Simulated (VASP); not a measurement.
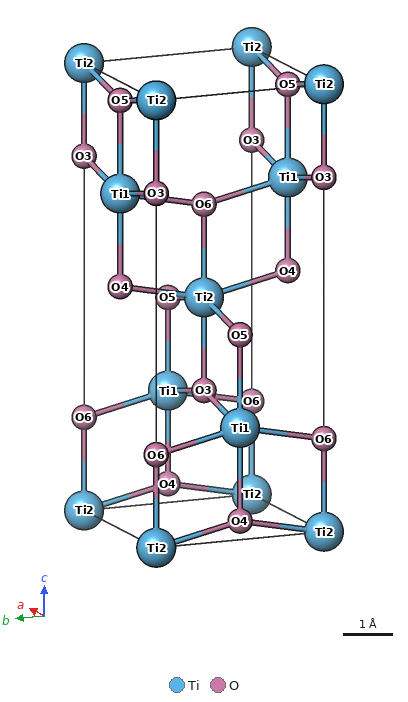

The starting structure (ball-and-stick view of the cell 2 times as large as that of the calculation, set on its symmetry axes, seen at an oblique angle; atoms are numbered from 1 in the order of the input).

**Geometry relaxation of TiO$_{2}$ (part 1 of 3)**

- system: TiO$_{2}$ (I4₁/amd, 6 atoms in the cell)
- method: Kohn-Sham DFT of a periodic cell, PBE, VASP PAW PBE potentials, hard, no spin polarisation (VASP 6.6.1)

The structure derives from an entry of the Crystallography Open Database.

## OSZICAR
```
N       E                     dE             d eps       ncg     rms          rms(c)
DAV:   1     0.887676580778E+03    0.88768E+03   -0.35954E+04  2240   0.311E+03
DAV:   2     0.155641918654E+03   -0.73203E+03   -0.71462E+03  2256   0.738E+02
DAV:   3    -0.542871219809E+02   -0.20993E+03   -0.20139E+03  3936   0.267E+02
DAV:   4    -0.701903835205E+02   -0.15903E+02   -0.15818E+02  3008   0.834E+01
DAV:   5    -0.709623081741E+02   -0.77192E+00   -0.77115E+00  3504   0.176E+01    0.326E+01
DAV:   6    -0.540559633357E+02    0.16906E+02   -0.11550E+02  3060   0.104E+02    0.121E+01
DAV:   7    -0.538821090672E+02    0.17385E+00   -0.16158E+01  3196   0.310E+01    0.775E+00
DAV:   8    -0.539228016600E+02   -0.40693E-01   -0.25963E+00  3052   0.160E+01    0.279E+00
DAV:   9    -0.538567905765E+02    0.66011E-01   -0.83133E-01  3184   0.863E+00    0.110E+00
DAV:  10    -0.538687127177E+02   -0.11922E-01   -0.11515E-01  3044   0.253E+00    0.415E-01
DAV:  11    -0.538663669441E+02    0.23458E-02   -0.32406E-02  3164   0.133E+00    0.153E-01
DAV:  12    -0.538664054401E+02   -0.38496E-04   -0.61432E-03  3152   0.755E-01    0.141E-01
DAV:  13    -0.538661975006E+02    0.20794E-03   -0.12416E-03  3160   0.363E-01    0.211E-02
DAV:  14    -0.538662087440E+02   -0.11243E-04   -0.22437E-04  3408   0.113E-01    0.302E-02
DAV:  15    -0.538662009214E+02    0.78226E-05   -0.57377E-05  3184   0.778E-02    0.405E-03
DAV:  16    -0.538662013359E+02   -0.41450E-06   -0.13942E-06  1676   0.118E-02
   1 F= -.53866201E+02 E0= -.53866201E+02  d E =-.538662E+02
       N       E                     dE             d eps       ncg     rms          rms(c)
DAV:   1    -0.549843263738E+02   -0.11181E+01   -0.39843E+01  2864   0.790E+01    0.951E+00
DAV:   2    -0.540476029593E+02    0.93672E+00   -0.50788E+00  2736   0.222E+01    0.426E+00
DAV:   3    -0.538469468613E+02    0.20066E+00   -0.21675E+00  2496   0.917E+00    0.177E+00
DAV:   4    -0.538195184416E+02    0.27428E-01   -0.42323E-01  3448   0.492E+00    0.823E-01
DAV:   5    -0.538282158211E+02   -0.86974E-02   -0.34970E-02  3128   0.140E+00    0.480E-01
DAV:   6    -0.538414126318E+02   -0.13197E-01   -0.24427E-02  3600   0.787E-01    0.291E-01
DAV:   7    -0.538435916915E+02   -0.21791E-02   -0.36449E-03  3432   0.317E-01    0.171E-01
DAV:   8    -0.538441868987E+02   -0.59521E-03   -0.13281E-03  2876   0.314E-01    0.372E-02
DAV:   9    -0.538442133590E+02   -0.26460E-04   -0.32451E-04  3548   0.101E-01    0.178E-02
DAV:  10    -0.538442118623E+02    0.14968E-05   -0.24102E-05  3252   0.276E-02    0.134E-02
DAV:  11    -0.538442124800E+02   -0.61778E-06   -0.83945E-06  2948   0.221E-02
   2 F= -.53844212E+02 E0= -.53844212E+02  d E =0.219889E-01
       N       E                     dE             d eps       ncg     rms          rms(c)
DAV:   1    -0.542752726174E+02   -0.43106E+00   -0.12902E+01  2816   0.435E+01    0.543E+00
DAV:   2    -0.539543868862E+02    0.32089E+00   -0.13545E+00  2712   0.114E+01    0.237E+00
DAV:   3    -0.538919656549E+02    0.62421E-01   -0.64990E-01  2524   0.544E+00    0.685E-01
DAV:   4    -0.538919975373E+02   -0.31882E-04   -0.83635E-02  3320   0.178E+00    0.440E-01
DAV:   5    -0.538944895824E+02   -0.24920E-02   -0.43803E-03  2928   0.643E-01    0.239E-01
DAV:   6    -0.538989384431E+02   -0.44489E-02   -0.90580E-03  3584   0.416E-01    0.138E-01
DAV:   7    -0.538992322376E+02   -0.29379E-03   -0.53726E-04  2944   0.148E-01    0.104E-01
DAV:   8    -0.538994149480E+02   -0.18271E-03   -0.32141E-04  2744   0.173E-01    0.926E-03
DAV:   9    -0.538994423681E+02   -0.27420E-04   -0.85423E-05  3420   0.479E-02    0.923E-03
DAV:  10    -0.538994436234E+02   -0.12553E-05   -0.54044E-06  2584   0.153E-02    0.778E-03
DAV:  11    -0.538994432606E+02    0.36277E-06   -0.25393E-06  2012   0.138E-02
   3 F= -.53899443E+02 E0= -.53899443E+02  d E =-.332419E-01
       N       E                     dE             d eps       ncg     rms          rms(c)
DAV:   1    -0.538995266811E+02   -0.83058E-04   -0.30067E-03  2904   0.682E-01    0.834E-02
DAV:   2    -0.538994517081E+02    0.74973E-04   -0.32509E-04  2760   0.181E-01    0.366E-02
DAV:   3    -0.538994372809E+02    0.14427E-04   -0.15460E-04  2488   0.823E-02    0.113E-02
DAV:   4    -0.538994373806E+02   -0.99740E-07   -0.21713E-05  3100   0.312E-02    0.693E-03
DAV:   5    -0.538994383601E+02   -0.97954E-06   -0.11043E-06  1332   0.108E-02
   4 F= -.53899438E+02 E0= -.53899438E+02  d E =-.332370E-01
       N       E                     dE             d eps       ncg     rms          rms(c)
DAV:   1    -0.539003096836E+02   -0.87230E-03   -0.73051E-01  2560   0.680E+00    0.169E-01
DAV:   2    -0.539006433957E+02   -0.33371E-03   -0.84287E-03  2968   0.688E-01    0.111E-01
DAV:   3    -0.539004546104E+02    0.18879E-03   -0.12368E-03  2980   0.247E-01    0.313E-02
DAV:   4    -0.539004505490E+02    0.40614E-05   -0.19096E-04  3472   0.103E-01    0.242E-02
DAV:   5    -0.539004528868E+02   -0.23378E-05   -0.25112E-05  2868   0.498E-02    0.118E-02
DAV:   6    -0.539004543597E+02   -0.14729E-05   -0.11354E-05  3548   0.192E-02    0.492E-03
DAV:   7    -0.539004546350E+02   -0.27527E-06   -0.17182E-06  1740   0.104E-02
   5 F= -.53900455E+02 E0= -.53900455E+02  d E =-.101627E-02
       N       E                     dE             d eps       ncg     rms          rms(c)
DAV:   1    -0.539007046223E+02   -0.25026E-03   -0.71365E-01  2560   0.672E+00    0.166E-01
DAV:   2    -0.539010268363E+02   -0.32221E-03   -0.81588E-03  2956   0.678E-01    0.108E-01
DAV:   3    -0.539008464085E+02    0.18043E-03   -0.11979E-03  2984   0.242E-01    0.304E-02
DAV:   4    -0.539008435593E+02    0.28491E-05   -0.18771E-04  3492   0.101E-01    0.243E-02
DAV:   5    -0.539008461859E+02   -0.26266E-05   -0.23816E-05  2864   0.484E-02    0.122E-02
DAV:   6    -0.539008479945E+02   -0.18085E-05   -0.12311E-05  3540   0.201E-02    0.488E-03
DAV:   7    -0.539008482779E+02   -0.28346E-06   -0.18038E-06  1776   0.105E-02
   6 F= -.53900848E+02 E0= -.53900848E+02  d E =-.140992E-02
       N       E                     dE             d eps       ncg     rms          rms(c)
DAV:   1    -0.539025475051E+02   -0.16995E-02   -0.36139E-01  2240   0.583E+00    0.297E-01
DAV:   2    -0.539021479977E+02    0.39951E-03   -0.11567E-02  2608   0.886E-01    0.169E-01
DAV:   3    -0.539016358987E+02    0.51210E-03   -0.22694E-03  2984   0.417E-01    0.492E-02
DAV:   4    -0.539016261327E+02    0.97660E-05   -0.29572E-04  3152   0.135E-01    0.329E-02
DAV:   5    -0.539016238174E+02    0.23154E-05   -0.21561E-05  3076   0.480E-02    0.171E-02
DAV:   6    -0.539016237521E+02    0.65284E-07   -0.71718E-06  3004   0.221E-02
   7 F= -.53901624E+02 E0= -.53901624E+02  d E =-.775474E-03
       N       E                     dE             d eps       ncg     rms          rms(c)
DAV:   1    -0.539087592127E+02   -0.71354E-02   -0.24904E+00  2240   0.153E+01    0.775E-01
DAV:   2    -0.539060470454E+02    0.27122E-02   -0.79785E-02  2640   0.232E+00    0.443E-01
DAV:   3    -0.539026266399E+02    0.34204E-02   -0.16609E-02  2996   0.108E+00    0.145E-01
DAV:   4    -0.539024559469E+02    0.17069E-03   -0.23726E-03  3160   0.389E-01    0.886E-02
DAV:   5    -0.539024441634E+02    0.11783E-04   -0.18155E-04  3108   0.129E-01    0.466E-02
DAV:   6    -0.539024477239E+02   -0.35605E-05   -0.49652E-05  3480   0.618E-02    0.113E-02
DAV:   7    -0.539024492645E+02   -0.15405E-05   -0.50851E-06  2592   0.177E-02    0.416E-03
DAV:   8    -0.539024493458E+02   -0.81310E-07   -0.58562E-07  1372   0.715E-03
   8 F= -.53902449E+02 E0= -.53902449E+02  d E =-.160107E-02
       N       E                     dE             d eps       ncg     rms          rms(c)
DAV:   1    -0.539046711085E+02   -0.22218E-02   -0.74950E-01  2240   0.867E+00    0.505E-01
DAV:   2    -0.539036276647E+02    0.10434E-02   -0.28607E-02  2964   0.145E+00    0.269E-01
DAV:   3    -0.539027068685E+02    0.92080E-03   -0.62516E-03  3264   0.558E-01    0.119E-01
DAV:   4    -0.539025566511E+02    0.15022E-03   -0.14473E-03  3604   0.304E-01    0.588E-02
DAV:   5    -0.539025677709E+02   -0.11120E-04   -0.15647E-04  2936   0.106E-01    0.312E-02
DAV:   6    -0.539025880471E+02   -0.20276E-04   -0.55283E-05  3932   0.490E-02    0.142E-02
DAV:   7    -0.539025906169E+02   -0.25698E-05   -0.68410E-06  2524   0.218E-02    0.547E-03
DAV:   8    -0.539025910881E+02   -0.47124E-06   -0.88070E-07  1324   0.973E-03
   9 F= -.53902591E+02 E0= -.53902591E+02  d E =-.141742E-03
       N       E                     dE             d eps       ncg     rms          rms(c)
DAV:   1    -0.539030276579E+02   -0.43704E-03   -0.11873E-01  2240   0.346E+00    0.201E-01
DAV:   2    -0.539028735802E+02    0.15408E-03   -0.46492E-03  2964   0.586E-01    0.108E-01
DAV:   3    -0.539027272732E+02    0.14631E-03   -0.10272E-03  3328   0.222E-01    0.518E-02
DAV:   4    -0.539026961460E+02    0.31127E-04   -0.25234E-04  3568   0.133E-01    0.237E-02
DAV:   5    -0.539026968083E+02   -0.66225E-06   -0.30117E-05  2964   0.442E-02    0.126E-02
DAV:   6    -0.539026987552E+02   -0.19469E-05   -0.84890E-06  3760   0.196E-02    0.576E-03
DAV:   7    -0.539026988953E+02   -0.14012E-06   -0.85915E-07  1336   0.886E-03
  10 F= -.53902699E+02 E0= -.53902699E+02  d E =-.249550E-03
```

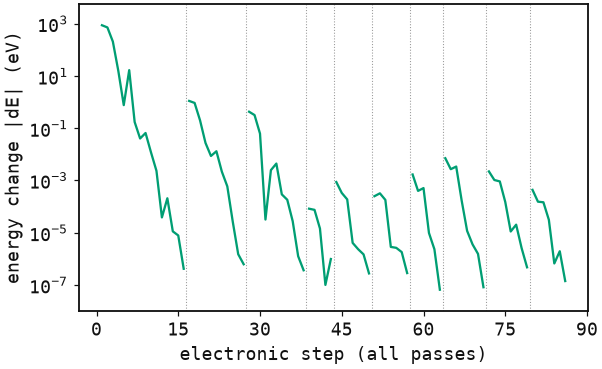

Convergence of the self-consistent field: energy change |dE| against the electronic step. Each stretch between dotted lines is the SCF of one geometry step of a relaxation. The 10 ionic steps take 5 to 16 electronic steps each. The density is held fixed in the first few steps, and dE rises again when its update begins.

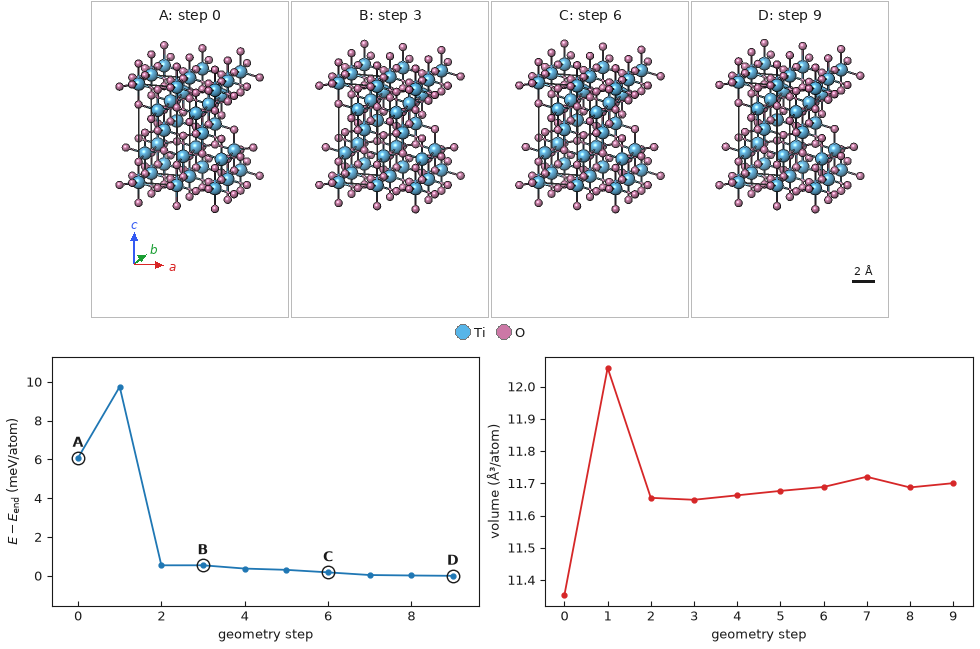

Frames of the relaxation (ball-and-stick view of the cell 2 times as large as that of the calculation, set on its symmetry axes, repeated 2 × 2 × 1, with bonded neighbours outside it, seen slightly off an axis) above the curves, on which the letters mark them (steps are counted from 0).

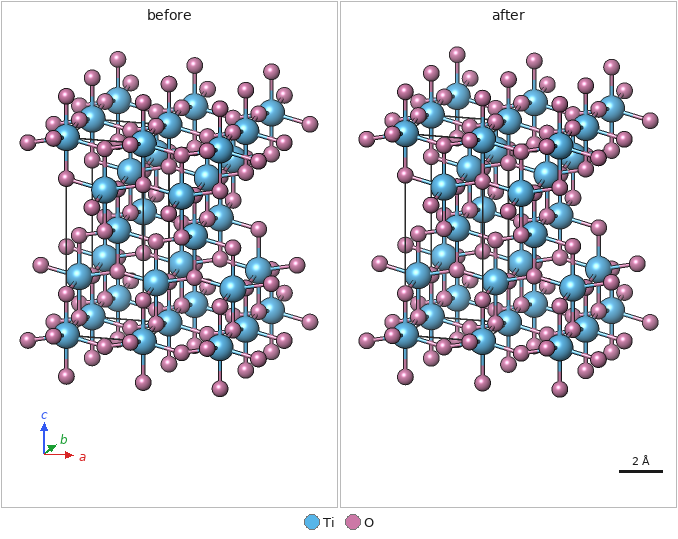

Before (left) and after (right) the relaxation, at one scale (ball-and-stick view of the cell 2 times as large as that of the calculation, set on its symmetry axes, repeated 2 × 2 × 1, with bonded neighbours outside it, seen slightly off an axis). The largest moves relative to the cell, 0.015 Å, are those of O3, O4, O5 and O6. Ti stays in place. The volume changes by +3.0 %, with a = b 3.784 → 3.804 Å (+0.5 %), c 9.515 → 9.703 Å (+2.0 %). Among the contacts that change: Ti1–O4 1.980 → 2.005 Å, Ti1–O3 1.934 → 1.948 Å. The space group stays I4_1/amd (No. 141). After 9 geometry steps the energy has fallen by 6.1 meV per atom. The largest force component goes from 0.12 to 0.0055 eV/Å. (Atoms are counted from 1 in the order of the input.)

## Parts of OUTCAR
```
SYSTEM = TiO2
   EDIFF = 1E-6
   EDIFFG = -0.02
   ENCUT = 980
   GGA = PE
   IBRION = 2
   ISIF = 3
   ISMEAR = -1
   LASPH = .True.
   LREAL = .False.
   NELM = 80
   NSW = 40
   PREC = Accurate

 ion  position               nearest neighbor table
   1  0.750  0.250  0.500-   3 1.93   6 1.93   3 1.93   6 1.93   5 1.98   4 1.98
   2  0.000  0.000  0.000-   4 1.93   5 1.93   4 1.93   5 1.93   3 1.98   6 1.98
   3  0.792  0.792  0.000-   1 1.93   1 1.93   2 1.98
   4  0.542  0.042  0.500-   2 1.93   2 1.93   1 1.98
   5  0.958  0.458  0.500-   2 1.93   2 1.93   1 1.98
   6  0.208  0.208  0.000-   1 1.93   1 1.93   2 1.98

  LATTYP: Found a body centered tetragonal cell.
 ALAT       =     3.7842000000
 C/A-ratio  =     2.5142962846

  Lattice vectors:

 A1 = (  -1.8921000000,   1.8921000000,   4.7573000000)
 A2 = (   1.8921000000,  -1.8921000000,   4.7573000000)
 A3 = (   1.8921000000,   1.8921000000,  -4.7573000000)

Analysis of symmetry for initial positions (statically):
=====================================================================
 Subroutine PRICEL returns:
 Original cell was already a primitive cell.

 Routine SETGRP: Setting up the symmetry group for a
 body centered tetragonal supercell.

 Subroutine GETGRP returns: Found 16 space group operations
 (whereof  8 operations were pure point group operations)
 out of a pool of 16 trial point group operations.

The static configuration has the point symmetry D_2d.
 The point group associated with its full space group is D_4h.

Analysis of symmetry for dynamics (positions and initial velocities):
=====================================================================
 Subroutine PRICEL returns:
 Original cell was already a primitive cell.

 Routine SETGRP: Setting up the symmetry group for a
 body centered tetragonal supercell.

 Subroutine GETGRP returns: Found 16 space group operations
 (whereof  8 operations were pure point group operations)
 out of a pool of 16 trial point group operations.

The dynamic configuration has the point symmetry D_2d.
 The point group associated with its full space group is D_4h.

 Subroutine INISYM returns: Found 16 space group operations
 (whereof  8 operations are pure point group operations),
 and found     1 'primitive' translations

----------------------------------------------------------------------------------------

                                     Primitive cell

  volume of cell :      68.1253

  direct lattice vectors                    reciprocal lattice vectors
    -1.892100000  1.892100000  4.757300000     0.000000000  0.264256646  0.105101633
     1.892100000 -1.892100000  4.757300000     0.264256646  0.000000000  0.105101633
     1.892100000  1.892100000 -4.757300000     0.264256646  0.264256646  0.000000000

  length of vectors
     5.458203744  5.458203744  5.458203744     0.284390450  0.284390450  0.373715333

  position of ions in fractional coordinates (direct lattice)
     0.750000000  0.250000000  0.500000000
     0.000000000  0.000000000  0.000000000
     0.791900000  0.791900000  0.000000000
     0.541900000  0.041900000  0.500000000
     0.958100000  0.458100000  0.500000000
     0.208100000  0.208100000  0.000000000

  ion indices of the primitive-cell ions
   primitive index   ion index
                 1           1
                 2           2
                 3           3
                 4           4
                 5           5
                 6           6

----------------------------------------------------------------------------------------

 KPOINTS: k-points

Automatic generation of k-mesh.
 Grid dimensions read from file:
 generate k-points for:    7    7    7

 Generating k-lattice:

  Cartesian coordinates                     Fractional coordinates (reciprocal lattice)
     0.000000000  0.037750949  0.015014519     0.142857143  0.000000000  0.000000000
     0.037750949  0.000000000  0.015014519     0.000000000  0.142857143  0.000000000
     0.037750949  0.037750949  0.000000000     0.000000000  0.000000000  0.142857143

  Length of vectors
     0.040627207  0.040627207  0.053387905

  Shift w.r.t. Gamma in fractional coordinates (k-lattice)
     0.000000000  0.000000000  0.000000000

 Subroutine IBZKPT returns following result:
 ===========================================

 Found     40 irreducible k-points:
```
